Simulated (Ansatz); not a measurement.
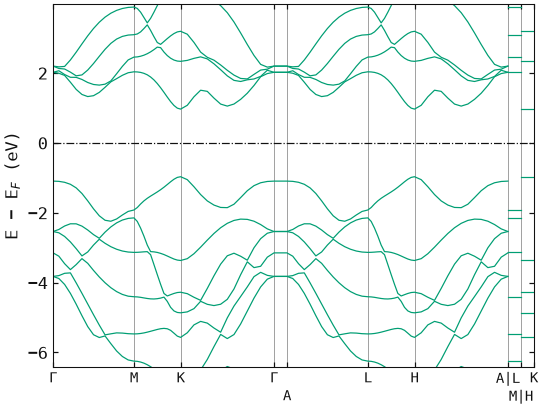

Band structure. Energies are counted from the Fermi level.

> Which system does the plot belong to?
A. WS₂, space group P-6m2, 3 atoms in the cell; PBEsol
B. BaTiO₃, space group Pm-3m (No. 221), 5 atoms in the cell; r2SCAN
C. TiO₂, space group I4_1/amd (No. 141), 6 atoms in the cell; r2SCAN

A. The material is gapped. The gap along this path is 1.94 eV and direct: both edges lie at K. The top valence level at K is a single band, not degenerate (spin aside). The top valence band spans 1.3 eV and the lowest conduction band 1.1 eV. A hexagonal (primitive) lattice: the path Γ–M–K–Γ–A–L–H–A|L–M|H–K runs through the special points of its Brillouin zone.

Method: DFT PBEsol, scalar-relativistic, plane waves, PAW, no spin polarisation, 12×12×2 k mesh, Gaussian smearing of 0.02 eV (Ansatz).

Spin-orbit coupling is left out, which matters for W.
